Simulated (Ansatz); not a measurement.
Run report: SiC$_{24}$, single-point calculation (part 3 of 3)

SiC$_{24}$ (slab, 25 atoms in the cell); DFT PBE+D3(BJ), scalar-relativistic, plane waves, PAW, PAW set soft_1, spin-polarised (Ansatz 0.2.0); cutoff 420 eV, 6×6×1 k-mesh, Gaussian smearing of 0.05 eV, collinear spins. The structure derives from an entry of the Crystallography Open Database.

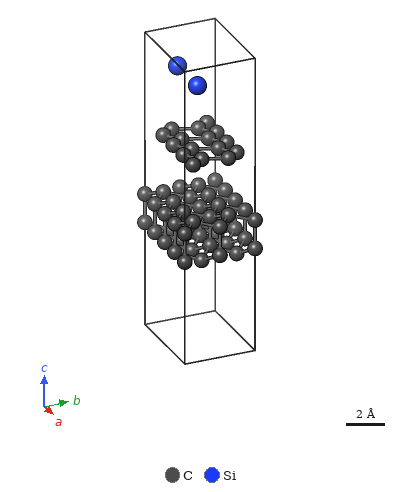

The input geometry (ball-and-stick view of the 2 × 1 repeat of the cell, with the vacuum cut short, seen slightly off an axis). An atom can appear more than once, as a periodic image.

What the program printed, continued:
```
SCF iter  34: F=—  HF=-6641.822863 eV  |F-HF|=—  |Δ(HF+E_count)|=   4.70e-6  Δρ=2.95e-5 (↑2.95e-5 ↓1.86e-5)  dr2=1.22e-5  dr2_m=1.34e-6  M=2.000 μB ∫|m|=6.957 μB  β_m=0.59  ethr=3.09e-8  p=0.153 e·Å  D=5.52e-2 V/Å  ΔV_dip=-1.26 eV  dr2_dipole=1.19e-6  V_vac-E_F(+/−)=4.58/5.84 eV  ⟨swp⟩=2.6  Hψ=4049  notcnv=0  defer=734
SCF iter  35: F=—  HF=-6641.822864 eV  |F-HF|=—  |Δ(HF+E_count)|=   7.83e-7  Δρ=1.72e-5 (↑1.72e-5 ↓9.65e-6)  dr2=4.27e-6  dr2_m=4.95e-7  M=2.000 μB ∫|m|=6.957 μB  β_m=0.67  ethr=1.22e-8  p=0.153 e·Å  D=5.51e-2 V/Å  ΔV_dip=-1.26 eV  dr2_dipole=3.69e-9  V_vac-E_F(+/−)=4.58/5.84 eV  ⟨swp⟩=2.7  Hψ=3989  notcnv=0  defer=734
SCF iter  36: F=—  HF=-6641.822865 eV  |F-HF|=—  |Δ(HF+E_count)|=   1.75e-6  Δρ=7.22e-6 (↑7.22e-6 ↓7.17e-6)  dr2=1.98e-6  dr2_m=1.88e-8  M=2.000 μB ∫|m|=6.958 μB  β_m=0.56  ethr=4.27e-9  p=0.152 e·Å  D=5.50e-2 V/Å  ΔV_dip=-1.26 eV  dr2_dipole=5.45e-10  V_vac-E_F(+/−)=4.58/5.84 eV  ⟨swp⟩=3.0  Hψ=4196  notcnv=0  defer=734
SCF iter  37: F=—  HF=-6641.822865 eV  |F-HF|=—  |Δ(HF+E_count)|=   2.14e-7  Δρ=3.89e-6 (↑3.89e-6 ↓3.70e-6)  dr2=4.95e-7  dr2_m=1.75e-8  M=2.000 μB ∫|m|=6.958 μB  β_m=0.51  ethr=1.98e-9  p=0.152 e·Å  D=5.50e-2 V/Å  ΔV_dip=-1.26 eV  dr2_dipole=4.97e-8  V_vac-E_F(+/−)=4.58/5.84 eV  ⟨swp⟩=2.0  Hψ=3926  notcnv=0  defer=734
SCF iter  38: F=—  HF=-6641.822865 eV  |F-HF|=—  |Δ(HF+E_count)|=   9.96e-8  Δρ=2.13e-6 (↑2.13e-6 ↓1.66e-6)  dr2=7.37e-8  dr2_m=8.04e-9  M=2.000 μB ∫|m|=6.958 μB  β_m=0.51  ethr=1.00e-10  p=0.152 e·Å  D=5.50e-2 V/Å  ΔV_dip=-1.26 eV  dr2_dipole=7.30e-9  V_vac-E_F(+/−)=4.58/5.84 eV  ⟨swp⟩=42.2  Hψ=42389  notcnv=0
iter 39 met the thresholds in force, and the SCF goes on: an eigenvalue changes by 4.23 meV, over its tolerance of 0.50 meV (output.eigenvalues, Limitations)
SCF iter  39: F=-6641.822865 eV  HF=-6641.822865 eV  |F-HF|=5.47e-8  |Δ(HF+E_count)|=   1.27e-7  Δρ=1.51e-6 (↑1.51e-6 ↓8.93e-7)  dr2=3.13e-8  dr2_m=3.94e-9  M=2.000 μB ∫|m|=6.958 μB  β_m=0.57  ethr=7.37e-11  p=0.152 e·Å  D=5.50e-2 V/Å  ΔV_dip=-1.26 eV  dr2_dipole=1.18e-8  V_vac-E_F(+/−)=4.58/5.84 eV  ⟨swp⟩=18.5  Hψ=22212  notcnv=0
SCF iter  40: F=-6641.822865 eV  HF=-6641.822865 eV  |F-HF|=4.40e-9  |Δ(HF+E_count)|=   7.37e-8  Δρ=8.36e-7 (↑7.85e-7 ↓8.36e-7)  dr2=2.39e-8  dr2_m=1.39e-9  M=2.000 μB ∫|m|=6.958 μB  ethr=3.13e-11  p=0.152 e·Å  D=5.49e-2 V/Å  ΔV_dip=-1.26 eV  dr2_dipole=1.46e-9  V_vac-E_F(+/−)=4.58/5.84 eV  ⟨swp⟩=17.0  Hψ=22766  notcnv=0
SCF 1 converged in 40 iterations: F = -6641.822865 eV  dr2 = 2.39e-8
  greatest PAW one-centre occupation: 0.761 electrons in one spin orbital (limit 2), on the Si atom at site 24 (counted from 0), in its partial waves of l = 0
WARN: The output density's exchange-correlation potential varies sharply where the density is thin. Do not read a vacuum level from v_tot or v_xc, or from such a field of the output density. On a cell that repeats whose density bears no net charge and no dipole along the vacuum's axis use v_es (v_loc + v_h of the components); under efield.dipole_correction with no amplitude use v_es + v_field, which holds any external_charges[].barrier, or the levels of the report's work_function block, which leave it out; under a non-zero efield.amplitude the vacuum is tilted and has no level; on a cell that repeats and bears such a dipole with no correction it is tilted too, and efield.dipole_correction with no amplitude gives each side of its ramp a level where efield: is served; in a cell that repeats whose density bears a net charge (total_charge, or a fill off its count) it is curved and has none; of a slab under crystal.periodic whose density bears no net charge use v_es, which has a level on each side, short of where the two are joined; of another it falls or rises all the way out and has none; of a slab beside external_charges read slab_vacuum_level instead, which it has where they leave it neutral. The grid or the basis barely resolves most such structure, and the values can differ between equally converged runs; as a rule a tighter scf.convergence.dr2_threshold does not remove it. Where the density itself ripples (under the LDA too) a higher basis.ecutwfc lessens it. The files hold the spikes' plane waves up to the density's cutoff. Files: v_tot_of_output_density and the like, and their columns of v_z.tsv (output.write_potential); v_xc_of_output_density and the like, and their columns of v_comp_z.tsv (output.write_potential_components). Measured: with its Gaussian average of σ = 0.25 Å subtracted twice, the exchange-correlation potential is over 0.1 eV at 972 of the grid points where the equally averaged density (valence and model cores) is under 1e-3 e/Å³, and 0.475 eV at the most among them, at an averaged density of 5.6e-8 e/Å³. The input density's (outcome.potential() and, of a run that writes arrays, v_tot and v_xc) is over 0.1 eV, so measured, at 181 points of its own thin density, 0.168 eV at the most. See output.write_potential in the manual, Limitations
SCF converged after 40 iterations
an eigenvalue changed by more than its tolerance at an iteration that met the thresholds in force, so the SCF went on 1 time: the last check found none over its tolerance
Magnetization: 2.0000 μB (51.0000 up, 49.0000 down)
Absolute magnetization: 6.9581 μB (∫|ρ↑−ρ↓|, with the PAW one-centre terms)
Spin contamination: 1.8534 ħ² per cell (⟨S²⟩ above its minimum at these occupations)
Per-site moments (μB) at R_I (Å): [(0.2527088372873658, 0.6353514648567962), (0.25318723035643015, 0.6353514648567963), (0.2533161105114068, 0.6353514648567962), (0.2532323290072002, 0.6353514648567963), (-0.041602282075995686, 0.6353514648567962), (-0.04150842076760307, 0.6353514648567963), (-0.04160797541461776, 0.6353514648567962), (-0.041567638304976944, 0.6353514648567963), (0.04078759650271094, 0.6157311045361595), (0.04078196410488917, 0.6157311045361594), (0.04096586671309403, 0.6157311045361595), (0.040779721812532234, 0.6157311045361594), (-0.2356049305084594, 0.6157311045361594), (-0.23510397020365373, 0.6157311045361595), (-0.23538902408746737, 0.6157311045361594), (-0.23505949527292933, 0.6157311045361595), (0.012840467760468719, 0.5990187365335568), (0.011489917813190418, 0.5990187365335569), (0.01214311921588815, 0.5990187365335569), (0.011787605385002557, 0.5990187365335572), (-0.01976285782738218, 0.5990187365335568), (-0.016907299450208264, 0.5990187365335569), (-0.017266285763696362, 0.5990187365335569), (-0.016322922722471885, 0.5990187365335572), (1.207227492418702, 1.4131198964049638)]
Free energy (F): -6641.822865 eV
Harris-Foulkes:  -6641.822865 eV  (|F-HF|=4.40e-9)
Internal energy: -6641.814076 eV  (E = F + TS)
E sigma→0 (E₀):  -6641.818471 eV
Entropy (-TS):   -0.008789 eV (-0.352 meV/atom)
Fermi energy:    0.458178 eV
Dipole field:    D = 0.054915 V/Å  (p = 0.152292 e·Å, saw-weighted, corrected)
Work function:   Φ+ = 4.5809 eV   Φ− = 5.8384 eV
Levels:          The Fermi level and band energies are counted from a zero that moves with the ramp; work functions are not
--- Per-component energies (eV) ---
  E_band       = -805.038126
  E_kinetic    = 2139.900294
  E_local      = -66171.940242  (includes V_loc(G=0)·N_el)
  E_nonlocal   = 582.510389
  E_hartree    = 32123.935989
  E_xc         = -1178.073762
  E_vxc        = -1429.042700  (∫ρ·V_xc dr)
  E_paw        = -2907.561763  (= ΣΔE_a)
  E_vpaw       = -182.841667  (= ΣTr[D̂ρ^β])
  E_aug_tail   = 0.000515  (compensation charges beyond the density's cutoff)
  E_efield     = 0.004182  (sawtooth field / dipole correction)
  E_vefield    = 8.465363  (∫n·V_field dr)
  E_ewald      = 28772.956706
  E_disp       = -3.546383  (pairwise vdW)
  E_smearing   = -0.008789  (= −TS)
  E_closure    = -0.000000  (closes the sum)
  Σ components = -6641.822865   (vs F -6641.822865, Δ=0.00e0)
--- Forces (eV/Å), atoms counted from 1 ---
  atom   1  C      0.00027195    -0.00016677     3.41096939
  atom   2  C      0.00069300     0.00103261     3.40559196
  atom   3  C     -0.00022999    -0.00096146     3.40414015
  atom   4  C     -0.00057421     0.00071179     3.40607342
  atom   5  C      0.00029147    -0.00147840    -7.36281875
  atom   6  C     -0.00162445     0.00029097    -7.36183724
  atom   7  C     -0.00043864     0.00088574    -7.35938138
  atom   8  C      0.00168542     0.00000258    -7.36268456
  atom   9  C     -0.00020781    -0.00525425     3.56860084
  atom  10  C     -0.00339999     0.00225026     3.56290720
  atom  11  C     -0.00005756     0.00021351     3.56876925
  atom  12  C      0.00380248     0.00266243     3.56617330
  atom  13  C      0.00053169     0.00043648     0.36984119
  atom  14  C     -0.00055882     0.00019721     0.38090514
  atom  15  C     -0.00070654     0.00097426     0.37397109
  atom  16  C      0.00032782    -0.00034766     0.35772555
  atom  17  C      0.06509112    -0.04424036    -0.00567734
  atom  18  C      0.01153071     0.10088799     0.01660105
  atom  19  C     -0.07007683    -0.05767791     0.00418471
  atom  20  C      0.00131922    -0.00312191     0.04607672
  atom  21  C      0.01232855    -0.02730848     0.12903380
  atom  22  C     -0.00334074     0.02064920     0.00083671
  atom  23  C     -0.00532113    -0.00592287     0.01200776
  atom  24  C     -0.00488268     0.01658306    -0.01462842
  atom  25  Si    -0.00645479    -0.00129806    -0.11747861
  max |Σ_I F_I| component: 9.71e-5 eV/Å
--- Band table (eV; the first three rows and the last of 40) ---
  k-point 0 ↑: bands = ["-20.5262", "-18.6336", "-16.7053", "-15.3825", "-15.3822", "-15.3821", "-13.7731", "-13.7719", "-13.7717", "-13.6472", "-13.6376", "-13.6335", "-12.4570", "-12.4554", "-12.4528", "-11.3766", "-11.3764", "-11.3763", "-10.6148", "-10.6148", "-10.6147", "-9.5259", "-7.0714", "-6.4012", "-5.8621", "-5.8608", "-5.8582", "-5.8287", "-5.8275", "-5.8246", "-5.7242", "-5.7240", "-5.7237", "-3.3681", "-3.3681", "-3.3680", "-2.6384", "-2.6383", "-2.4884", "-2.4884", "-2.1595", "-2.0002", "-1.9675", "-1.9480", "-0.9852", "-0.9776", "-0.9751", "-0.3819", "-0.3819", "0.1786", "0.7662", "0.8088", "1.5800", "1.5850", "1.5884", "2.1483", "2.1683", "2.1880", "2.8904", "4.3174", "5.1758", "5.9366", "6.2469", "6.2470", "6.2476", "6.5974", "7.2250", "7.2277", "7.2280", "7.3852", "7.3879", "7.5283", "7.5449", "7.5449", "7.7088", "7.7122"]
  k-point 1 ↑: bands = ["-20.3575", "-18.4753", "-16.5472", "-16.4826", "-15.6648", "-15.6647", "-14.8063", "-13.9955", "-13.9865", "-13.2621", "-13.2620", "-13.1188", "-11.9378", "-11.8647", "-11.8643", "-11.7378", "-11.7376", "-11.0649", "-9.9638", "-9.9638", "-9.3751", "-9.1061", "-6.9418", "-6.5108", "-6.5108", "-6.3173", "-6.3099", "-6.3046", "-6.1500", "-5.7041", "-5.6712", "-5.6474", "-5.6473", "-3.9083", "-3.9082", "-3.2965", "-3.2709", "-3.2185", "-2.9569", "-2.8406", "-2.6987", "-2.0773", "-2.0533", "-2.0191", "-1.0068", "-0.8240", "-0.8196", "-0.7035", "-0.6543", "0.2588", "0.4711", "0.7286", "1.4596", "1.5893", "1.5910", "2.3694", "2.3919", "2.8883", "3.0942", "4.6285", "5.5412", "6.1173", "6.4020", "6.6904", "6.9027", "6.9971", "6.9993", "7.2129", "7.3198", "7.6699", "7.7931", "7.9414", "7.9495", "7.9559", "7.9640", "8.0805"]
  k-point 2 ↑: bands = ["-19.8536", "-18.0023", "-17.8789", "-16.1429", "-16.0748", "-16.0260", "-16.0259", "-14.3760", "-14.3686", "-14.2343", "-12.6746", "-12.6744", "-11.6275", "-11.6274", "-10.7703", "-10.7690", "-10.0638", "-9.1357", "-9.1357", "-9.0445", "-8.9469", "-7.4861", "-7.4859", "-7.4105", "-7.4043", "-7.2680", "-6.8041", "-6.6784", "-5.9464", "-5.7263", "-5.7261", "-5.2493", "-5.2163", "-5.1662", "-5.1280", "-5.1280", "-4.8733", "-3.9965", "-3.7069", "-3.6411", "-2.8590", "-2.7841", "-2.1945", "-2.1641", "-1.4765", "-1.3313", "-0.4934", "-0.4296", "-0.4287", "-0.0894", "0.4012", "0.6320", "1.4592", "1.4602", "1.4924", "2.6788", "2.8464", "2.8573", "5.0511", "5.1945", "5.7373", "6.4006", "6.6394", "6.8120", "7.0053", "7.4082", "7.5799", "7.7000", "8.1567", "8.1813", "8.2722", "8.3091", "8.3290", "8.5247", "8.5682", "8.6898"]
  k-point 19 ↓: bands = ["-19.1062", "-19.1056", "-17.2370", "-17.2198", "-16.2428", "-16.2425", "-15.2519", "-15.2514", "-14.5199", "-14.5166", "-12.6347", "-12.6345", "-11.0638", "-11.0636", "-9.9896", "-9.9888", "-9.3709", "-9.3706", "-8.5689", "-8.5682", "-8.2462", "-8.2432", "-7.3072", "-7.3065", "-7.2520", "-7.2518", "-6.9188", "-6.9149", "-6.0817", "-6.0816", "-5.7645", "-5.7641", "-5.4133", "-5.1704", "-4.7898", "-4.7892", "-4.6676", "-4.6097", "-4.6087", "-4.5480", "-4.5314", "-2.2876", "-2.2841", "-2.0207", "-2.0201", "-0.6525", "-0.6512", "-0.1198", "-0.1161", "1.0418", "1.5309", "1.5325", "1.9679", "2.0226", "2.1345", "2.1543", "3.0923", "3.0945", "6.1003", "6.2739", "6.9427", "6.9567", "7.2102", "7.2531", "7.2858", "7.5580", "7.8766", "7.8997", "7.9862", "8.0240", "8.3075", "8.3704", "8.4170", "8.4415", "8.8081", "8.8776"]
--- Löwdin populations: 25 sites ---
  site symbol       q [e]    m [muB]
     0      C      3.9649     0.6111
     1      C      3.9650     0.6123
     2      C      3.9651     0.6126
     3      C      3.9650     0.6124
     4      C      3.9929    -0.1081
     5      C      3.9930    -0.1079
     6      C      3.9929    -0.1082
     7      C      3.9929    -0.1080
     8      C      3.9778     0.1016
     9      C      3.9777     0.1016
    10      C      3.9778     0.1019
    11      C      3.9778     0.1016
    12      C      3.9674    -0.5801
    13      C      3.9682    -0.5786
    14      C      3.9677    -0.5795
    15      C      3.9671    -0.5794
    16      C      3.9567     0.0338
    17      C      3.9574     0.0305
    18      C      3.9566     0.0321
    19      C      3.9572     0.0329
    20      C      3.9651    -0.0469
    21      C      3.9624    -0.0410
    22      C      3.9625    -0.0414
    23      C      3.9624    -0.0399
    24     Si      3.9860     1.9388
  spilling = 0.007205 (of n_electrons = 100.000000)
```

File populations.tsv:
```
# site	symbol	l	j	q_up	q_dn
# orbitals = lowdin
# n_electrons = 100.000000
# spilling = 0.007205
0	C	0_2S	-	0.578752	0.487789
0	C	1_2P	-	1.709235	1.189136
1	C	0_2S	-	0.578753	0.487694
1	C	1_2P	-	1.709906	1.188667
2	C	0_2S	-	0.578755	0.487673
2	C	1_2P	-	1.710071	1.188556
3	C	0_2S	-	0.578765	0.487683
3	C	1_2P	-	1.709958	1.188612
4	C	0_2S	-	0.469869	0.491883
4	C	1_2P	-	1.472549	1.558605
5	C	0_2S	-	0.469880	0.491873
5	C	1_2P	-	1.472654	1.558559
6	C	0_2S	-	0.469836	0.491894
6	C	1_2P	-	1.472507	1.558630
7	C	0_2S	-	0.469873	0.491879
7	C	1_2P	-	1.472590	1.558591
8	C	0_2S	-	0.466515	0.449562
8	C	1_2P	-	1.573197	1.488508
9	C	0_2S	-	0.466506	0.449567
9	C	1_2P	-	1.573149	1.488525
10	C	0_2S	-	0.466532	0.449537
10	C	1_2P	-	1.573310	1.488381
11	C	0_2S	-	0.466511	0.449565
11	C	1_2P	-	1.573169	1.488517
12	C	0_2S	-	0.470637	0.521551
12	C	1_2P	-	1.223002	1.752202
13	C	0_2S	-	0.470678	0.521485
13	C	1_2P	-	1.224129	1.751925
14	C	0_2S	-	0.470659	0.521522
14	C	1_2P	-	1.223467	1.752074
15	C	0_2S	-	0.470749	0.521484
15	C	1_2P	-	1.223133	1.751750
16	C	0_2S	-	0.461779	0.459611
16	C	1_2P	-	1.533480	1.501819
17	C	0_2S	-	0.461984	0.459876
17	C	1_2P	-	1.531964	1.503579
18	C	0_2S	-	0.461864	0.459729
18	C	1_2P	-	1.532488	1.502497
19	C	0_2S	-	0.461859	0.459855
19	C	1_2P	-	1.533215	1.502270
20	C	0_2S	-	0.459332	0.461659
20	C	1_2P	-	1.499768	1.544377
21	C	0_2S	-	0.458838	0.461014
21	C	1_2P	-	1.501818	1.540685
22	C	0_2S	-	0.458850	0.461081
22	C	1_2P	-	1.501715	1.540898
23	C	0_2S	-	0.458775	0.460903
23	C	1_2P	-	1.502484	1.540276
24	Si	0_3S	-	0.998753	0.995807
24	Si	1_3P	-	1.963604	0.027793
```

Results in brief:

| quantity | value |
| --- | --- |
| outcome | converged |
| electrons treated | 100 |
| free energy | −6641.8229 eV |
| work function, top face | 4.58 eV |
| work function, bottom face | 5.84 eV |
| Fermi energy | 0.458 eV |
| gap on the k-point mesh | none (metallic) |
| net moment of the cell | 2.00 μB |
| integrated absolute moment | 6.96 μB |
| work function (upper face) | 4.58 eV |
| largest force (length of the vector) | 7.363 eV/Å |
| hardware | 2 threads of Arm Neoverse V2, 24 GiB of memory available, shared host |
| wall time | 4.9 min (CPU time 9.6 min) |
| peak memory | 1.5 GiB |

Remarks:

Notes on the run: the exchange-correlation potential is rough where the density is thin.
